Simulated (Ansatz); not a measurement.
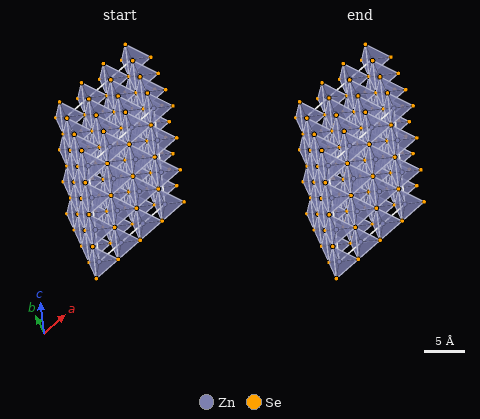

The structure of a defect cell of composition Zn₂₆Se₂₇ (cell charge −2) before (left) and after (right) a relaxation, at one scale.

Style: polyhedral. Shown: the cell of the calculation, from a free direction.

Case: Zn on a Zn site beside a Zn vacancy, charge -2, atoms relaxed.

The calculation used Ansatz 0.2.0, DFT PBE, scalar-relativistic, plane waves, PAW. Settings: plane-wave cutoff 420 eV; k-point mesh 2 × 2 × 2; occupations gaussian; smearing width 0.02 eV; no spin polarisation; atoms relaxed in a fixed cell; force threshold 0.02 eV/Å; at most 60 steps.

What changed between the two?

Answer. The largest moves, 0.15 Å, are those of Se atoms. Largest moves by element: Se 0.15 Å, Zn 0.12 Å. The lattice vectors keep their values. Among the contacts that change: Se–Zn 2.482 → 2.420 Å, Se–Zn 2.482 → 2.523 Å, Se–Zn 2.482 → 2.497 Å. Bond angles that change, for instance: Se–Zn–Se 109.5° → 116.1°, Zn–Se–Zn 109.5° → 115.2°, Zn–Se–Zn 109.5° → 105.4°. The energy falls by 0.524 eV per cell of the calculation in 3 geometry steps. Largest force component: 0.54 eV/Å at the start, 0.0054 eV/Å at the end.

Limits of the set-up: the cell is charged, on a uniform background, and energies carry no finite-size correction.
